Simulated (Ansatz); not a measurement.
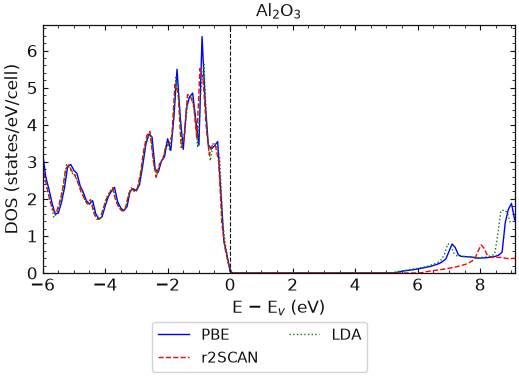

Total densities of states of Al₂O₃, space group Immm (No. 71), 5 atoms in the cell, by three methods on the same cell. Each is counted from its own valence-band top.

### What changes from one method to the other?

PBE gives a gap of 5.20 eV, r2SCAN gives a gap of 6.07 eV and LDA gives a gap of 5.13 eV.

Settings. PBE: DFT PBE, scalar-relativistic, plane waves, PAW, no spin polarisation, 10×10×10 k mesh, 420 eV cutoff, Gaussian smearing of 0.02 eV (Ansatz 0.2.0). r2SCAN: DFT r2SCAN, scalar-relativistic, plane waves, PAW, no spin polarisation, 10×10×10 k mesh, 500 eV cutoff, Gaussian smearing of 0.02 eV (Ansatz). LDA: DFT LDA, scalar-relativistic, plane waves, PAW, no spin polarisation, 10×10×10 k mesh, 420 eV cutoff (Ansatz 0.2.0).

The structure is an invented one, so it need not be a known or stable phase.
